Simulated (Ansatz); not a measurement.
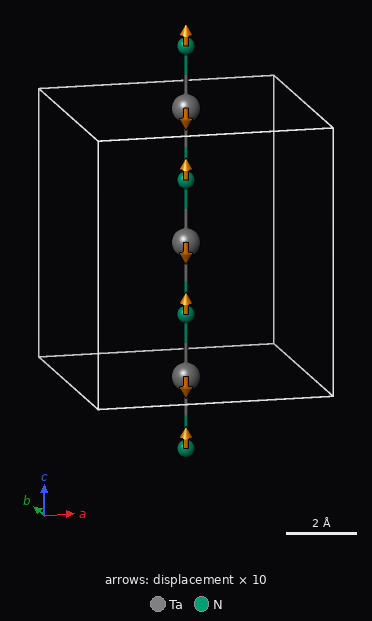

A relaxation of a wire of composition TaN. The starting structure is drawn; orange arrows show the displacements (the part carried along by the change of the cell is left out), 10 times their true length.

The picture is a ball-and-stick view of the 2 repeat of the cell, with the vacuum cut short, seen slightly off an axis.

Case: dimerised chain of atoms.

Theory: DFT PBE, scalar-relativistic, plane waves, PAW (Ansatz 0.2.0). Settings: plane-wave cutoff 420 eV; k-point mesh 1 × 1 × 16; occupations gaussian; smearing width 0.05 eV; collinear spin; cell relaxed at fixed a, b, alpha, beta, gamma; force threshold 0.01 eV/Å; at most 45 steps.

What did the optimiser do to the structure, and how much energy did it gain?

Answer. The largest moves relative to the layer's centre, 0.068 Å, are those of Ta and N atoms. Largest moves by element: N 0.068 Å, Ta 0.068 Å. Along the periodic axis the drawn cell goes c 7.951 → 7.800 Å (−1.9 %). Some distances before and after: N–Ta 2.127 → 1.950 Å, N–Ta 1.849 → 1.950 Å. Over 5 accepted moves (6 points after the start) the energy falls by 78.4 meV per cell of the calculation. Largest force component: 0.84 eV/Å at the start, 0.00023 eV/Å at the end. The SCF was repeated once at an unchanged geometry on a basis and grid sized afresh for the cell, which shifted the energy by 1.0 meV per cell of the calculation at most. The program noted that the starting moments weren't kept. The run took 33 s on 2 threads of Arm Neoverse V2 (shared host), peak memory 0.53 GiB.
